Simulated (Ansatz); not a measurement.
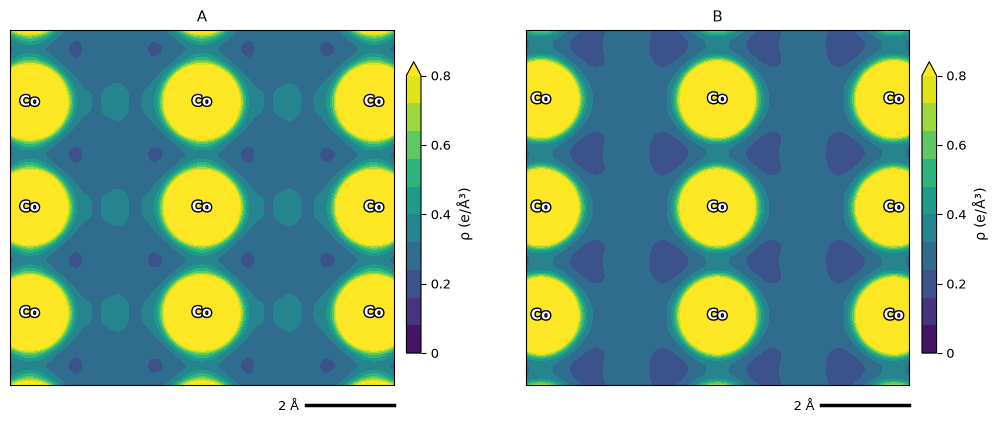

Co. The valence pseudo-density of two cells that differ in size, on the (100) plane of each (indices in the axes of the calculation cell), at one length scale and on one colour scale: B has 11.4 Å³ an atom and A 10.6.

These are results of DFT, r2SCAN, plane waves (500 eV) with PAW, scalar-relativistic in Ansatz 0.2.0, not measurements.

Core electrons are frozen (PAW), and the valence fields are smoothed inside the atomic spheres.

### What changes from the larger cell to the smaller?

From the larger cell to the smaller, Co–Co goes from 2.46 to 2.40 Å, and the density at its midpoint from 0.36 to 0.34 e/Å³; the pressure goes from −23 to −10 GPa.
